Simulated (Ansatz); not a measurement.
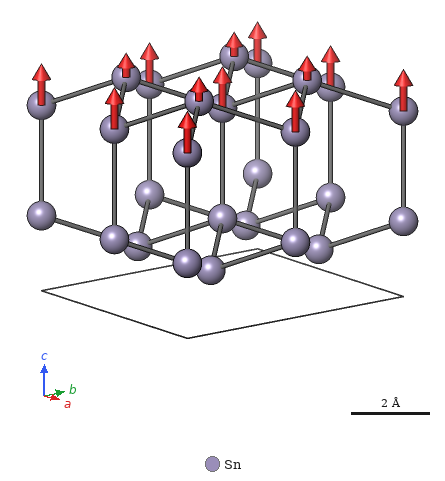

A constrained relaxation of a slab of composition Sn (cut from the Fd-3m phase). The starting structure is drawn; red arrows show the displacements, 10 times their true length.

The picture is a ball-and-stick view of the cell of the calculation, outlined in the plane, without the vacuum, seen slightly off an axis.

Case: clean slab, lower planes held. The slab is the (1 1 1) face of Sn. 8 atoms are held fixed.

These are results of Ansatz 0.2.0, DFT PBE, scalar-relativistic, plane waves, PAW, not measurements.

Input
```yaml
crystal:
  lattice:
    - [9.4134234586, 0.0, 0.0]
    - [-4.7067117293, 8.1522638517, 0.0]
    - [0.0, 0.0, 20.803767543]
  atoms:
    - { symbol: Sn, position: [0.6666666667, 0.3333333333, 0.3845457311] }
    - { symbol: Sn, position: [0.6666666667, 0.8333333333, 0.3845457311] }
    - { symbol: Sn, position: [0.1666666667, 0.3333333333, 0.3845457311] }
    - { symbol: Sn, position: [0.1666666667, 0.8333333333, 0.3845457311] }
    - { symbol: Sn, position: [0.5, 0.5, 0.4307274387] }
    - { symbol: Sn, position: [0.5, 0.0, 0.4307274387] }
    - { symbol: Sn, position: [0.0, 0.5, 0.4307274387] }
    - { symbol: Sn, position: [0.0, 0.0, 0.4307274387] }
    - { symbol: Sn, position: [0.0, 0.5, 0.5692725613] }
    - { symbol: Sn, position: [0.0, 0.0, 0.5692725613] }
    - { symbol: Sn, position: [0.5, 0.5, 0.5692725613] }
    - { symbol: Sn, position: [0.5, 0.0, 0.5692725613] }
    - { symbol: Sn, position: [0.8333333333, 0.6666666667, 0.6154542689] }
    - { symbol: Sn, position: [0.8333333333, 0.1666666667, 0.6154542689] }
    - { symbol: Sn, position: [0.3333333333, 0.6666666667, 0.6154542689] }
    - { symbol: Sn, position: [0.3333333333, 0.1666666667, 0.6154542689] }
basis:
  ecutwfc: 420
kpoints:
  mp_grid: { grid: [3, 3, 1] }
hamiltonian:
  xc: pbe
scf:
  occupations: { method: gaussian, width: 0.1 }
output:
  forces: true
  eigenvalues: true
  write_density: true
  write_potential: true
  elf: true
  volumetric_format: npy
relax:
  adjacent_minimum: "off"
  f_tol: 0.03
  max_steps: 70
  constraints: [{ sites: [0, 1, 2, 3, 4, 5, 6, 7] }]
efield:
  axis: 3
  dipole_correction: true
  ramp_width: 0.04
```

Run as
```bash
ansatz run input.yaml --threads 4 --pin off --max-ram 10240MiB --backend cpu --events-out ev --progress --plain --runs-dir out
```

What did the optimiser do to the structure, and how much energy did it gain?

Answer. After 2 geometry steps the energy has fallen by 68.2 meV per cell of the calculation. Largest force component: 0.38 eV/Å at the start, 0.016 eV/Å at the end. The largest moves, 0.11 Å, are those of Sn9, Sn10, Sn11 and Sn12. Sn9 goes along the normal (+c). The cell stays as it was. Some distances before and after: Sn5–Sn11 2.882 → 2.993 Å, Sn10–Sn13 2.882 → 2.867 Å.
